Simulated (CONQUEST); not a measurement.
## Energy of HfB2 along an even scaling of the cell

System: HfB2 (P6/mmm, 6 atoms in the cell).
Method: Kohn-Sham DFT of a periodic cell, PBE, PseudoDojo NC PBE, no spin polarisation (CONQUEST 1.3).

The 7 runs differ only in the geometry, by an even scaling of the cell at fixed fractional positions. The structure derives from an entry of the Crystallography Open Database.

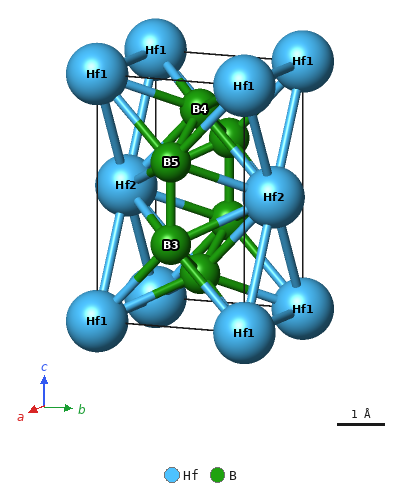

Figure 1. The structure of run 4 (ball-and-stick view of the cell of the calculation, seen slightly off an axis; atoms are numbered from 1 in the order of the input).

**Input of run 4**
```
IO.Title HfB2
IO.Coordinates coords.dat
IO.FractionalAtomicCoords T
IO.Iprint 2
IO.Iprint_init 1
General.NumberOfSpecies 2
General.PseudopotentialType hamann
AtomMove.TypeOfRun static
AtomMove.FullStress T
Grid.PointsAlongX 32
Grid.PointsAlongY 36
Grid.PointsAlongZ 60
DM.SolutionMethod diagon
Diag.MPMesh T
Diag.GammaCentred T
Diag.MPMeshX 6
Diag.MPMeshY 5
Diag.MPMeshZ 3
Diag.kT 0.00183747
minE.SCTolerance 1e-6
SC.MaxIters 100
IO.AtomChargeOutput T
%block ChemicalSpeciesLabel
1 178.490 Hf
2 10.810 B
%endblock
```

Command:
```bash
Conquest
```

Lattice vectors (Å) and fractional positions of run 4:
```
   3.140000    0.000000    0.000000
   0.000000    3.480000    0.000000
   0.000000    0.000000    5.438640
Hf  0.000000  0.000000  0.000000
Hf  0.500000  0.000000  0.500000
B   0.000000  0.500000  0.333333
B   0.500000  0.500000  0.833333
B   0.000000  0.500000  0.666667
B   0.500000  0.500000  0.166667
```

Run 2 has the same physical settings and fractional positions; its lattice vectors (Å) are:
```
   3.097562    0.000000    0.000000
   0.000000    3.432967    0.000000
   0.000000    0.000000    5.365135
```

**Results, with one run withheld**

```tsv
run	volume per atom (Å³)	free energy per atom, from the lowest run given (meV)	pressure (GPa)
1	9.311	43.23	21.28
2	9.509	?	?
3	9.707	7.00	8.53
4	9.905	0.08	2.68
5	10.103	0.00	−2.61
6	10.301	5.90	−6.98
7	10.499	17.21	−11.17
```

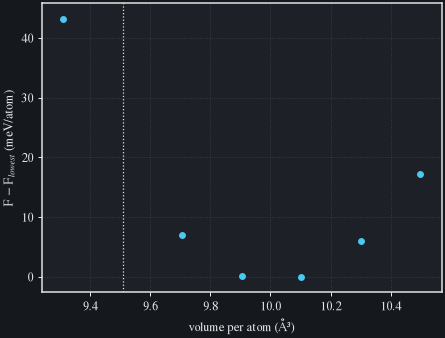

Figure 2. Free energy per atom of the runs given; the dotted line marks run 2.

What should run 2 give?

A cubic polynomial in V^(−2/3) (the Birch–Murnaghan form), fitted to the 6 runs given, misses them by at most 0.07 meV per atom. With x = V^(−2/3) − 0.21605 Å⁻², it reads F = −0.51661 + 567.14 x + 3.9104e+05 x² − 1.5039e+05 x³ (meV per atom). At run 2 it gives 21.07 meV per atom, and the run itself gives 21.17. The slope of the fit gives a pressure −dF/dV of 14.57 GPa there, and the run prints 14.57 GPa. The fit has its minimum at 10.008 Å³ per atom, where V d²F/dV² gives 258 GPa. Cell shape and fractional positions are held, so this is the stiffness under even scaling; the relaxed bulk modulus wasn't computed.

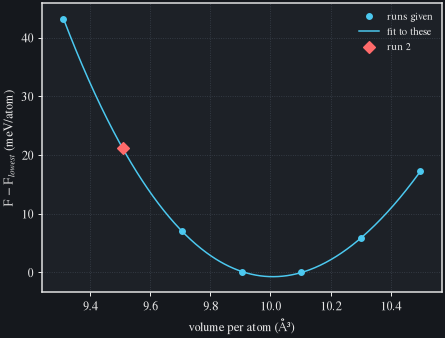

Figure 3. The fit and the withheld run.

**Some lines of the output (run 2)**
```
[...]
          DFT Total Energy                 :      -124.754235633921596 Ha
          Free Energy (E-TS)               :      -124.765831735418303 Ha
          DFT Total Energy                 :      -124.765240375557823 Ha
          Free Energy (E-TS)               :      -124.765678264918634 Ha
          DFT Total Energy                 :      -124.765369875759902 Ha
          Free Energy (E-TS)               :      -124.765651539651898 Ha
          DFT Total Energy                 :      -124.765403214318326 Ha
          Free Energy (E-TS)               :      -124.765650436559000 Ha
          DFT Total Energy                 :      -124.765407421967723 Ha
          Free Energy (E-TS)               :      -124.765649600308222 Ha
          DFT Total Energy                 :      -124.765406559568206 Ha
      | Free Energy as E-TS      =      -124.765649600308222 Ha
      |* DFT total energy        =      -124.765406559568206 Ha
    force: Average pressure:     14.56600687 GPa
```

Notes: Spin–orbit coupling is left out, which matters for Hf. With a small basis of atomic orbitals these values can differ much from converged plane-wave results.
